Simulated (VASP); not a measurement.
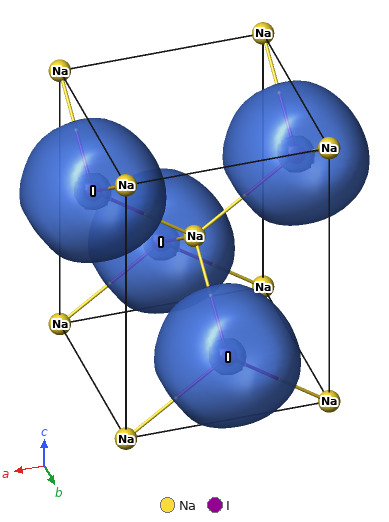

*NaI. Isosurface of the electron localisation function at 0.7 (blue), seen at an oblique angle. Only the valence region is drawn (cores and ρ < 0.01 e/Å³ removed). Sticks mark near contacts.*

Space group I-4m2; started from the zincblende prototype, which need not be the ambient phase; changed on purpose from its base cell (uniaxial x strain +1.5%).

These are results of DFT, r2SCAN, plane waves, PAW (VASP 6.6.1), not measurements.

Core electrons are frozen (PAW), and the valence fields are smoothed inside the atomic spheres.

Q: Identify the bonds, lone pairs and shells in this picture.

A: At this value the surface marks out two regions wrapped around I (the valence shell of each), counted in one cell of 4 atoms. Any copies at cell faces, edges or corners count once.

Values along the shortest contacts:
Na–I (3.08 Å): the ELF is about 0.80 at the midpoint; a largely ionic contact.

Q: Metal or insulator at this level of theory?

A: It is gapped, with a Kohn–Sham gap of 4.4 eV on the k-point mesh, an upper bound to the gap of this method.
